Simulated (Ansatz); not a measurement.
**Energy of AlN along a strain of the cell**

System: AlN (2 atoms in the cell).
Method: DFT PBEsol, scalar-relativistic, plane waves, PAW, PAW set soft_1, no spin polarisation (Ansatz 0.2.0).

The 5 runs differ only in the geometry, by a strain of the cell at fixed fractional positions. Against run 3, the strain is εxy = 0.02 η, εyy = 0.02 η, εyz = η and εzz = 0.02 η. The structure derives from a Materials Project entry.

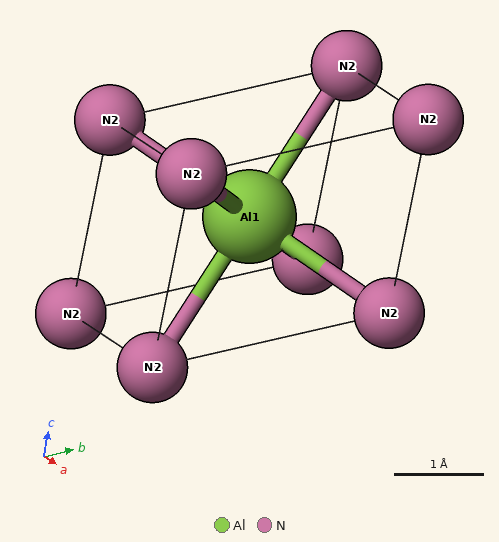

Figure 1. The structure of run 3 (ball-and-stick view of the cell of the calculation, set on other vectors, seen slightly off an axis; atoms are numbered from 1 in the order of the input).

### Input of run 3
```yaml
crystal:
  lattice:
    - [-0.0808908813, 1.9818265923, 1.9818265923]
    - [1.9413811517, -0.0404454407, 1.9413811517]
    - [2.022272033, 2.022272033, -0.121336322]
  atoms:
    - { symbol: Al, position: [0.5, 0.5, 0.5] }
    - { symbol: "N", position: [0.0, 0.0, 0.0] }
basis:
  ecutwfc: 520.0
kpoints:
  mp_grid: { grid: [10, 10, 10] }
hamiltonian:
  xc: pbesol
  pseudopotentials: { kind: paw, azcp: { folder: soft_1 } }
scf:
  occupations: { method: gaussian, width: 0.05 }
output:
  forces: true
  stress: true
  eigenvalues: true
```

Command:
```bash
ansatz run input.yaml --threads 1 --pin off --max-ram 2048MiB --backend cpu --events-out ev --progress --plain --runs-dir out
```

Run 4 differs from it as follows:
```diff
-    - [-0.0808908813, 1.9818265923, 1.9818265923]
-    - [1.9413811517, -0.0404454407, 1.9413811517]
-    - [2.022272033, 2.022272033, -0.121336322]
+    - [-0.0808908813, 2.0020493127, 2.0020493127]
+    - [1.9413811517, -0.0202227203, 1.9413811517]
+    - [2.022272033, 2.022272033, -0.1011136017]
```

### Results, with one run withheld

| run | strain parameter η (%) | free energy per atom, from the lowest run given (meV) | pressure (GPa) | gap on the mesh (eV) |
| --- | --- | --- | --- | --- |
| 1 | −2.0040 | 51.23 | 1.63 | 2.75 |
| 2 | −1.0020 | 28.75 | 1.27 | 2.83 |
| 3 | 0.0000 | 12.76 | 1.02 | 2.89 |
| 4 | 1.0020 | ? | ? | ? |
| 5 | 2.0040 | 0.00 | 0.82 | 2.93 |

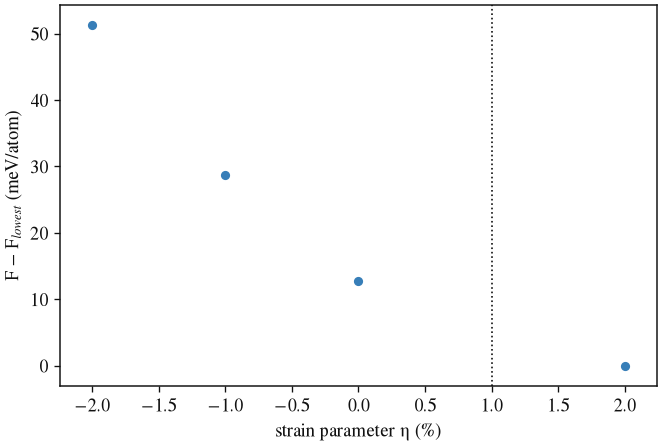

Figure 2. Free energy per atom of the runs given; the dotted line marks run 4.

Fit the runs given and predict run 4.

A quadratic polynomial in the coordinate, fitted to the 4 runs given, misses them by at most 0.02 meV per atom. With x = η + 0.2505, it reads F = 16.149 − 14.385 x + 3.2038 x² (meV per atom). At run 4 it gives 3.16 meV per atom, and the run itself gives 3.19. The fit has its minimum at η = 1.9945 %. The gap on the mesh goes, without turning, from 2.75 eV in run 1 to 2.93 eV in run 5; run 4 has 2.92 eV. These are gaps of this functional on this mesh, which can miss the band edges; they aren't the measured gap.

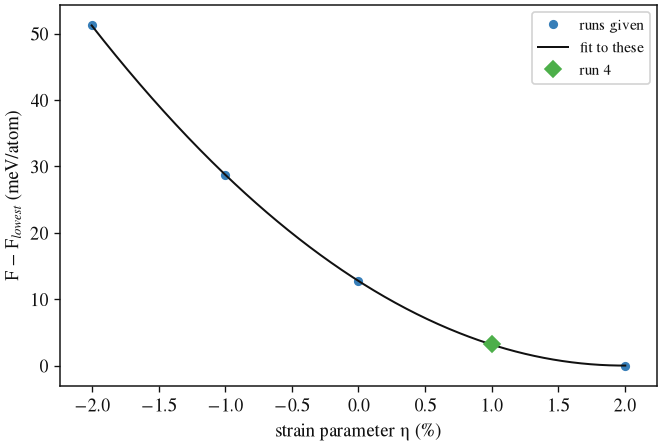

Figure 3. The fit and the withheld run.

### Output, shortened to warnings, some set-up lines, iterations and results (run 4)
```
Warning: [file] the record states the generating functional pbe (its physics header spells it `PBE`), which answers neither for hamiltonian.xc's functional nor for the pbesol family's — results may be inconsistent (PPs are generated against a specific XC)
Warning: [file] the record states the generating functional pbe (its physics header spells it `PBE`), which answers neither for hamiltonian.xc's functional nor for the pbesol family's — results may be inconsistent (PPs are generated against a specific XC)
Basis set: ecut = 520 eV, 453 PW (Γ), exchange–correlation on 48×48×48 points (8 copies of the dense FFT grid, shifted against one another)
Symmetry: 2 space group operations
k-points: 504 of 1000
Initial density: superposition of atomic densities (chi_scale 0.1, normalization cell, long waves kept (reshape's long-wave potential 0.00 eV rms))
[...]
SCF iter   1: F=—  HF=-906.620788 eV  |F-HF|=—  |Δ(HF+E_count)|=         —  Δρ=1.24e-1  dr2=2.90e0  ethr=3.10e-3  ⟨swp⟩=4.2  Hψ=27716  notcnv=0
SCF iter   2: F=—  HF=-905.759337 eV  |F-HF|=—  |Δ(HF+E_count)|=   8.61e-1  Δρ=6.11e-2  dr2=3.21e-1  ethr=3.10e-3  ⟨swp⟩=2.7  Hψ=12680  notcnv=0
SCF iter   3: F=—  HF=-905.661827 eV  |F-HF|=—  |Δ(HF+E_count)|=   9.75e-2  Δρ=2.04e-2  dr2=3.32e-2  ethr=3.10e-3  ⟨swp⟩=2.4  Hψ=8140  notcnv=0
SCF iter   4: F=—  HF=-905.649418 eV  |F-HF|=—  |Δ(HF+E_count)|=   1.24e-2  Δρ=7.46e-4  dr2=5.07e-5  ethr=4.15e-4  ⟨swp⟩=2.0  Hψ=6197  notcnv=0
SCF iter   5: F=—  HF=-905.649419 eV  |F-HF|=—  |Δ(HF+E_count)|=   1.26e-6  Δρ=1.28e-4  dr2=1.09e-6  ethr=6.34e-7  ⟨swp⟩=2.0  Hψ=6006  notcnv=0
SCF iter   6: F=-905.649419 eV  HF=-905.649419 eV  |F-HF|=6.49e-10  |Δ(HF+E_count)|=   1.51e-8  Δρ=7.30e-6  dr2=3.36e-9  ethr=1.25e-9  ⟨swp⟩=5.1  Hψ=20566  notcnv=0
SCF 1 converged in 6 iterations: F = -905.649419 eV  dr2 = 3.36e-9
SCF converged after 6 iterations
Free energy (F): -905.649419 eV
Harris-Foulkes:  -905.649419 eV  (|F-HF|=6.49e-10)
Internal energy: -905.649419 eV  (E = F + TS)
E sigma→0 (E₀):  -905.649419 eV
Fermi energy:    13.220978 eV
--- Per-component energies (eV) ---
  E_band       = 38.321962
  E_kinetic    = 159.653527
  E_local      = -154.451007  (includes V_loc(G=0)·N_el)
  E_nonlocal   = 43.754129
  E_hartree    = 60.893338
  E_xc         = -99.477426
  E_vxc        = -108.556528  (∫ρ·V_xc dr)
  E_paw        = -580.090924  (= ΣΔE_a)
  E_vpaw       = -23.865078  (= ΣTr[D̂ρ^β])
  E_aug_tail   = -0.000037  (compensation charges beyond the density's cutoff)
  E_ewald      = -335.978258
  E_core_change = 0.047238  (= ΣΔE_core)
  E_smearing   = -0.000000  (= −TS)
  E_closure    = -0.000000  (closes the sum)
  Σ components = -905.649419   (vs F -905.649419, Δ=0.00e0)
--- Forces (eV/Å), atoms counted from 1 ---
  atom   1  Al     0.00000000     0.00000000     0.00000000
  atom   2  N      0.00000000     0.00000000     0.00000000
  max |Σ_I F_I| component: 0.00e0 eV/Å
--- Stress (GPa, compression-positive) ---
        1.675154      -0.704272      25.108349
       -0.704272      -0.928099       6.185905
       25.108349       6.185905       1.848386
  P = ⅓ Tr σ = 0.8651 GPa (8.651 kbar)
```

The program warns: the PAW datasets were made with another functional.
